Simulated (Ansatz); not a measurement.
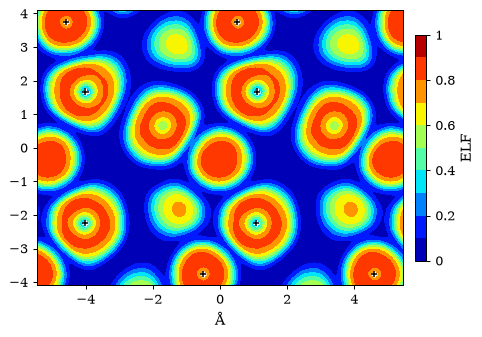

The electron localisation function on a plane through atoms (crosses mark nuclei in the plane).

Computed with DFT PBE, scalar-relativistic, plane waves, PAW in Ansatz 0.2.0.

Candidates:
A. W, a = 3.18 Å, b = 3.18 Å, c = 3.18 Å, α = 90.00°, β = 90.00°, γ = 90.00°. Space group Im-3m.
B. HfO$_{2}$, a = 5.11 Å, b = 5.27 Å, c = 5.35 Å, α = 89.12°, β = 79.91°, γ = 89.03°. Space group P-1.

### Which system is this?

Candidate B: HfO$_{2}$ on the (011̄) plane of the conventional cell, which holds Hf and O. Hf–O (2.16 Å): the ELF peaks at about 0.85 in the valence shell of O, 0.6 Å from its nucleus, and drops to about 0.15 between the two atoms; no localised pair shows between them. Hf–O (2.19 Å): the ELF peaks at about 0.85 in the valence shell of O, 0.6 Å from its nucleus, and drops to about 0.15 between the two atoms (no shared electron pair shows on this line).
